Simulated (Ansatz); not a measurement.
System: Pb.

Input file:

```
crystal:
  lattice:
    - [2.997539525, -1.7266640877, 0.0]
    - [2.997539525, 1.7266640877, 0.0]
    - [-2.0868717998, 0.0, 6.0128468655]
  atoms:
    - { symbol: Pb, position: [0.90850841, 0.90850841, 0.7262922] }
    - { symbol: Pb, position: [0.09149159, 0.09149159, 0.2737078] }
hamiltonian:
  xc: r2scan
  pseudopotentials: { kind: paw }
kpoints:
  mp_grid: { grid: [9, 9, 5] }
scf:
  occupations: { method: fermi_dirac, width: 0.05 }
output:
  forces: true
  stress: true
  eigenvalues: true
  write_density: true
  write_potential: true
  elf: true
  volumetric_format: npy
```

Command:

```sh
ansatz run input.yaml --threads 2 --pin off --max-ram 5632MiB --backend cpu --events-out ev --progress --plain --runs-dir out
```

Below, planes, directions and counts refer to the conventional cell (a = 6.00 Å, b = 3.45 Å, c = 6.36 Å, α = 90.00°, β = 109.14°, γ = 90.00°).

Space group C2/m; a structure from a database of computed crystals, not necessarily the ambient phase.

Level of theory: Ansatz 0.2.0, Kohn-Sham DFT of a periodic cell, r2SCAN, Ansatz PAW.

**What can the converged valence pseudo-density and electron localisation function tell about the bonding?**

Pb–Pb (3.45 Å): ρ is about 0.13 e/Å³ halfway; the ELF is about 0.25 at the midpoint; no localised pair shows between them.

**Does the calculation give a band gap?**

It is gapless in this calculation (a metal or semimetal).

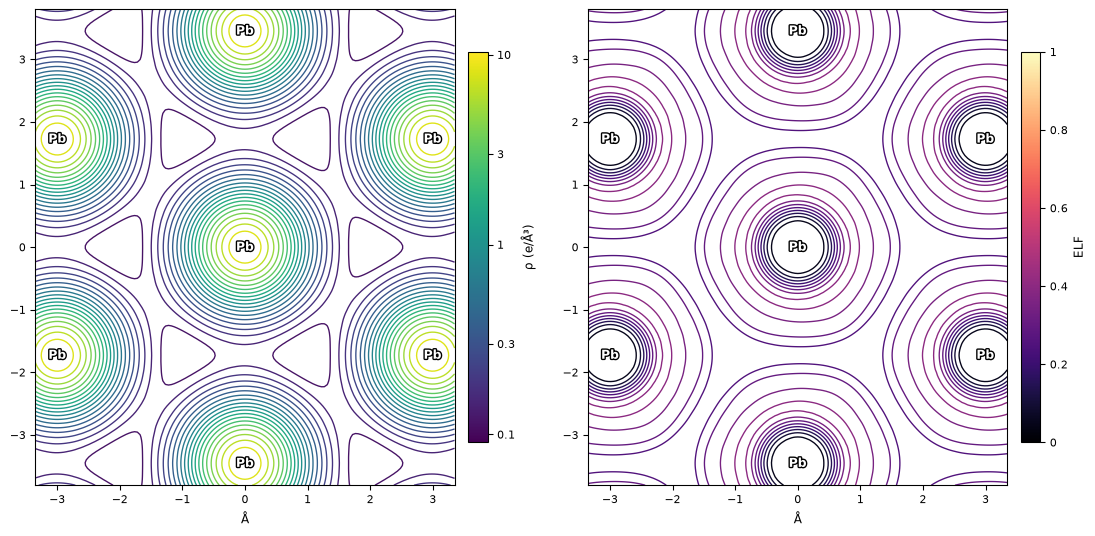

Computed valence pseudo-density and electron localisation function on the (001) plane of the conventional cell, in this order. 

The density is the valence pseudo-density of a PAW calculation; it isn't the true density close to the nuclei.
